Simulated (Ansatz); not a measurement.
**From PtS$_{2}$ to PtS$_{2}$**

System: PtS$_{2}$ (P-3m1, 3 atoms in the cell).
Method of run 1: DFT PBE+D3(BJ), scalar-relativistic, plane waves, PAW, PAW set soft_1, no spin polarisation (Ansatz 0.2.0).
System of run 2: PtS$_{2}$ (slab, 3 atoms in the cell).

On run 1: The structure derives from an entry of the Crystallography Open Database. On run 2: The structure derives from an entry of the Crystallography Open Database. Text and figures count atoms from 1; the logs count them from 0 in places.

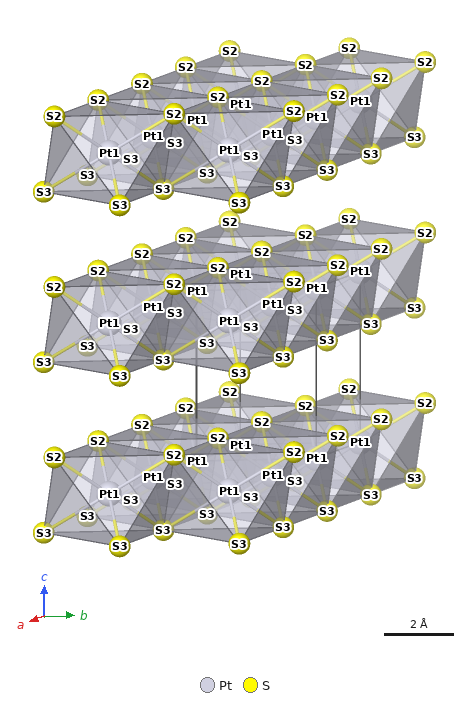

The starting structure (polyhedral view of the cell of the calculation, repeated 3 × 1 × 2, seen slightly off an axis; polyhedra are completed across the faces of the cell; atoms are numbered from 1 in the order of the input). An atom can appear more than once, as a periodic image.

The input, run 1:
```yaml
crystal:
  lattice:
    - [3.5431994758, 0.0, 0.0]
    - [-1.7715997379, 3.0685007567, 0.0]
    - [0.0, 0.0, 5.0388]
  atoms:
    - { symbol: Pt, position: [0.0, 0.0, 0.0] }
    - { symbol: S, position: [0.3333333333, 0.6666666667, 0.25] }
    - { symbol: S, position: [0.6666666667, 0.3333333333, 0.75] }
basis:
  ecutwfc: 420
kpoints:
  mp_grid: { grid: [12, 12, 8] }
hamiltonian:
  xc: pbe
  pseudopotentials: { kind: paw, azcp: { folder: soft_1 } }
  dispersion: d3bj
scf:
  occupations: { method: gaussian, width: 0.02 }
output:
  forces: true
  stress: true
  eigenvalues: true
relax:
  adjacent_minimum: "off"
  f_tol: 0.005
  max_steps: 80
  cell: { stress_tol: 0.05 }
```

Command:
```bash
ansatz run input.yaml --threads 1 --pin off --max-ram 3072MiB --backend cpu --events-out ev --progress --plain --runs-dir out
```

Hardware: 1 thread of Arm Neoverse V2, 24 GiB of memory available, shared host.

Output, shortened to warnings, some set-up lines, iterations and results (run 1):
```
Basis set: ecut = 420 eV, 1043 PW (Γ), exchange–correlation on 48×48×72 points (8 copies of the dense FFT grid, shifted against one another)
Symmetry: 12 space group operations
k-points: 131 of 1152
Initial density: superposition of atomic densities (chi_scale 0.1, normalization cell, long waves kept (reshape's long-wave potential 0.02 eV rms))
[...]
SCF iter   1: F=—  HF=-14331.651053 eV  |F-HF|=—  |Δ(HF+E_count)|=         —  Δρ=7.71e-2  dr2=2.84e0  ethr=3.10e-3  ⟨swp⟩=6.6  Hψ=14077  notcnv=0
SCF iter   2: F=—  HF=-14331.217906 eV  |F-HF|=—  |Δ(HF+E_count)|=   4.33e-1  Δρ=3.61e-2  dr2=5.57e-1  ethr=3.10e-3  ⟨swp⟩=2.9  Hψ=5050  notcnv=0
SCF iter   3: F=—  HF=-14331.125391 eV  |F-HF|=—  |Δ(HF+E_count)|=   9.25e-2  Δρ=5.15e-3  dr2=9.28e-3  ethr=1.86e-3  ⟨swp⟩=2.8  Hψ=4063  notcnv=0
SCF iter   4: F=—  HF=-14331.126411 eV  |F-HF|=—  |Δ(HF+E_count)|=   1.02e-3  Δρ=7.83e-4  dr2=4.41e-4  ethr=3.09e-5  ⟨swp⟩=2.1  Hψ=5086  notcnv=0
SCF iter   5: F=—  HF=-14331.126741 eV  |F-HF|=—  |Δ(HF+E_count)|=   3.30e-4  Δρ=2.35e-4  dr2=3.32e-5  ethr=1.47e-6  ⟨swp⟩=2.0  Hψ=4391  notcnv=0
[... 39 lines ...]
SCF iter   4: F=—  HF=-14331.159545 eV  |F-HF|=—  |Δ(HF+E_count)|=   1.21e-7  Δρ=1.33e-6  dr2=4.32e-10  ethr=1.97e-11  ⟨swp⟩=2.6  Hψ=4535  notcnv=0
SCF iter   5: F=-14331.159545 eV  HF=-14331.159545 eV  |F-HF|=3.64e-12  |Δ(HF+E_count)|=  2.11e-10  Δρ=1.24e-7  dr2=8.26e-12  ethr=1.44e-12  ⟨swp⟩=2.6  Hψ=4412  notcnv=0
SCF iter   6: F=-14331.159545 eV  HF=-14331.159545 eV  |F-HF|=9.09e-12  |Δ(HF+E_count)|=  9.09e-12  Δρ=2.48e-8  dr2=5.25e-13  ethr=1.00e-12  ⟨swp⟩=5.2  Hψ=11944  notcnv=0
SCF 6 converged in 6 iterations: F = -14331.159545 eV  dr2 = 5.25e-13
relax step   6: F+E_penalty+E_count = -14331.15954512 eV  Δ(F+E_penalty+E_count) = +6.974e-4 eV  max|allowed force component| = 2.959e-3 eV/Å  Δτ_max = 0.0000 Å  P = -0.024 …
basis re-selected at this cell: Δ(F+E_penalty+E_count) = +6.974e-4 eV, ΔP = +0.001 GPa vs the last step (what re-selecting the basis moved, of the pressure what is left beyond the Pulay correction that the steps carried, after the strain that the cell walked since its last selection, with what the …
SCF converged after 6 iterations
Free energy (F): -14331.159545 eV
Harris-Foulkes:  -14331.159545 eV  (|F-HF|=9.09e-12)
Internal energy: -14331.159538 eV  (E = F + TS)
E sigma→0 (E₀):  -14331.159542 eV
Entropy (-TS):   -0.000007 eV (-0.002 meV/atom)
Fermi energy:    12.511403 eV
--- Per-component energies (eV) ---
  E_band       = -287.614020
  E_kinetic    = 806.775676
  E_local      = -2756.391111  (includes V_loc(G=0)·N_el)
  E_nonlocal   = 272.118481
  E_hartree    = 1081.664573
  E_xc         = -410.108714
  E_vxc        = -436.904071  (∫ρ·V_xc dr)
  E_paw        = -10700.483383  (= ΣΔE_a)
  E_vpaw       = -336.543220  (= ΣTr[D̂ρ^β])
  E_aug_tail   = 0.001102  (compensation charges beyond the density's cutoff)
  E_ewald      = -2623.381776
  E_disp       = -1.354385  (pairwise vdW)
  E_smearing   = -0.000007  (= −TS)
  E_closure    = 0.000000  (closes the sum)
  Σ components = -14331.159545   (vs F -14331.159545, Δ=0.00e0)
--- Forces (eV/Å), atoms counted from 1 ---
  atom   1  Pt     0.00000000    -0.00000000     0.00000000
  atom   2  S     -0.00000000    -0.00000000    -0.00295863
  atom   3  S      0.00000000     0.00000000     0.00295863
  max |Σ_I F_I| component: 2.31e-18 eV/Å
--- Stress (GPa, compression-positive) ---
       -0.025283      -0.000000       0.000000
       -0.000000      -0.025283      -0.000000
        0.000000      -0.000000      -0.022844
  P = ⅓ Tr σ = -0.0245 GPa (-0.245 kbar)
--- Relaxed structure (5 steps of the walk, 5 accepted, 1 SCFs on fresh bases) ---
  F+E_penalty+E_count = -14331.15954512 eV   max|allowed force component| = 2.959e-3 eV/Å   (the final SCF, on the basis selected at the relaxed cell)
  cell:  # Å, volume = 51.8490 Å³
    - [3.5832742407825195, 3.833055919478478e-33, -2.8747919396088586e-33]
    - [-1.7916371203912598, 3.10320652124406, -6.682031217581123e-32]
[...]
```

For run 2 the input was changed thus:
```diff
-    - [3.5431994758, 0.0, 0.0]
-    - [-1.7715997379, 3.0685007567, 0.0]
-    - [0.0, 0.0, 5.0388]
+    - [3.5832742408, 0.0, 0.0]
+    - [-1.7916371204, 3.1032065212, 0.0]
+    - [0.0, 0.0, 30.8258735486]
-    - { symbol: Pt, position: [0.0, 0.0, 0.0] }
-    - { symbol: S, position: [0.3333333333, 0.6666666667, 0.25] }
-    - { symbol: S, position: [0.6666666667, 0.3333333333, 0.75] }
+    - { symbol: S, position: [0.6666666667, 0.3333333333, 0.4608618265] }
+    - { symbol: Pt, position: [0.0, 0.0, 0.5] }
+    - { symbol: S, position: [0.3333333333, 0.6666666667, 0.5391381735] }
+  periodic: [true, true, false]
-  mp_grid: { grid: [12, 12, 8] }
+  mp_grid: { grid: [9, 9, 1] }
+  write_density: true
+  write_potential: true
+  elf: true
+  volumetric_format: npy
-  cell: { stress_tol: 0.05 }
+  cell: { stress_2d_tol: 0.02 }
```

What does this change do to the results?

The total energies belong to different systems, so their difference says nothing on which is more stable or more accurate. The gap on the mesh goes from 0.05 to 1.84 eV. The SCF takes 33 iterations over all geometry steps against 37. The irreducible k-points go from 131 to 12. The two runs start from different initial densities, which also moves the count.

Output, shortened to warnings, some set-up lines, iterations and results (run 2):
```
WARN: The output density's exchange-correlation potential varies sharply where the density is thin. Do not read a vacuum level from v_tot or v_xc, or from such a field of the output density. On a cell that repeats whose density bears no net charge and no dipole along the vacuum's axis use v_es (v_loc + v_h of the components); under efield.dipole_correction with no amplitude use v_es + v_field, …
Basis set: ecut = 420 eV, 6601 PW (Γ), exchange–correlation on 48×48×432 points (8 copies of the dense FFT grid, shifted against one another)
Symmetry: 12 space group operations
k-points: 12 of 81
Initial density: superposition of atomic densities (neutral atoms: chi_scale 0, normalization atom)
[...]
SCF iter   1: F=—  HF=-14332.099705 eV  |F-HF|=—  |Δ(HF+E_count)|=         —  Δρ=4.12e-2  dr2=7.17e0  ethr=3.10e-3  ⟨swp⟩=17.6  Hψ=2378  notcnv=0
SCF iter   2: F=—  HF=-14333.270888 eV  |F-HF|=—  |Δ(HF+E_count)|=    1.17e0  Δρ=4.21e-2  dr2=1.22e1  ethr=3.10e-3  ⟨swp⟩=5.7  Hψ=911  notcnv=0
SCF iter   3: F=—  HF=-14330.860193 eV  |F-HF|=—  |Δ(HF+E_count)|=    2.41e0  Δρ=1.22e-2  dr2=6.16e-1  ethr=3.10e-3  ⟨swp⟩=4.5  Hψ=771  notcnv=0
SCF iter   4: F=—  HF=-14330.766960 eV  |F-HF|=—  |Δ(HF+E_count)|=   9.32e-2  Δρ=3.67e-3  dr2=6.61e-2  ethr=2.05e-3  ⟨swp⟩=4.0  Hψ=595  notcnv=0
SCF iter   5: F=—  HF=-14330.753918 eV  |F-HF|=—  |Δ(HF+E_count)|=   1.30e-2  Δρ=1.07e-3  dr2=6.98e-3  ethr=2.20e-4  ⟨swp⟩=4.4  Hψ=558  notcnv=0  defer=1
[... 33 lines ...]
SCF iter   5: F=—  HF=-14330.764659 eV  |F-HF|=—  |Δ(HF+E_count)|=   1.37e-9  Δρ=4.35e-7  dr2=2.09e-10  ethr=2.66e-11  ⟨swp⟩=3.2  Hψ=405  notcnv=0
SCF iter   6: F=—  HF=-14330.764659 eV  |F-HF|=—  |Δ(HF+E_count)|=  2.76e-10  Δρ=1.40e-7  dr2=1.90e-11  ethr=1.00e-12  ⟨swp⟩=4.0  Hψ=549  notcnv=0
SCF iter   7: F=-14330.764659 eV  HF=-14330.764659 eV  |F-HF|=3.82e-11  |Δ(HF+E_count)|=  4.18e-11  Δρ=2.16e-8  dr2=3.81e-13  ethr=1.00e-12  ⟨swp⟩=12.5  Hψ=1663  notcnv=0
SCF 5 converged in 7 iterations: F = -14330.764659 eV  dr2 = 3.81e-13
relax step   5: F+E_penalty+E_count = -14330.76465926 eV  Δ(F+E_penalty+E_count) = +3.666e-4 eV  max|allowed force component| = 4.667e-4 eV/Å  Δτ_max = 0.0000 Å  P = +0.000 …
basis re-selected at this cell: Δ(F+E_penalty+E_count) = +3.666e-4 eV, ΔP = -0.000 N/m vs the last step (what re-selecting the basis moved, of the pressure what is left beyond the Pulay correction that the steps carried, after the strain that the cell walked since its last selection, with what the …
[...]
```

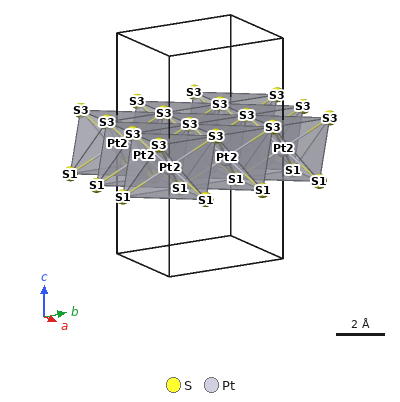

The input structure of run 2 (polyhedral view of the 2 × 2 repeat of the cell, with the vacuum cut short, seen slightly off an axis; polyhedra are completed across the faces of the cell; atoms are numbered from 1 in the order of the input). An atom can appear more than once, as a periodic image.

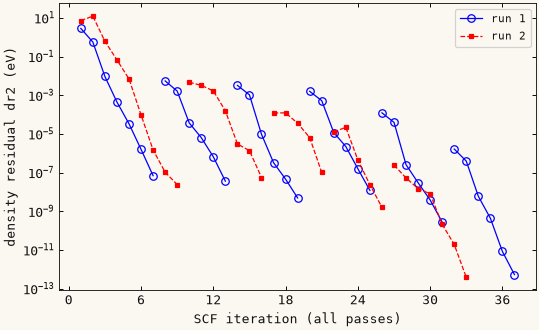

Convergence of the two runs: density residual dr2 against the SCF iteration. A break in a curve parts two SCF passes. Run 1 takes 37 iterations in all, and run 2 takes 33.

The two runs side by side:

| quantity | run 1 | run 2 |
| --- | --- | --- |
| outcome | converged | converged |
| free energy per atom (eV) | −4777.0532 | −4776.9216 |
| gap on the mesh (eV) | 0.05 | 1.84 |
| pressure (GPa) | −0.02 | – |
| volume per atom (Å³) | 17.28 | – |
| largest force (eV/Å) | 0.003 | 0.000 |
| SCF iterations | 37 | 33 |
| irreducible k-points | 131 | 12 |
| work function (eV) | – | 5.46 |
| wall time (shared host) | 46 s | 36 s |

For both runs: Spin–orbit coupling is left out, which matters for Pt. For run 2: Warnings: the exchange-correlation potential is rough where the density is thin.
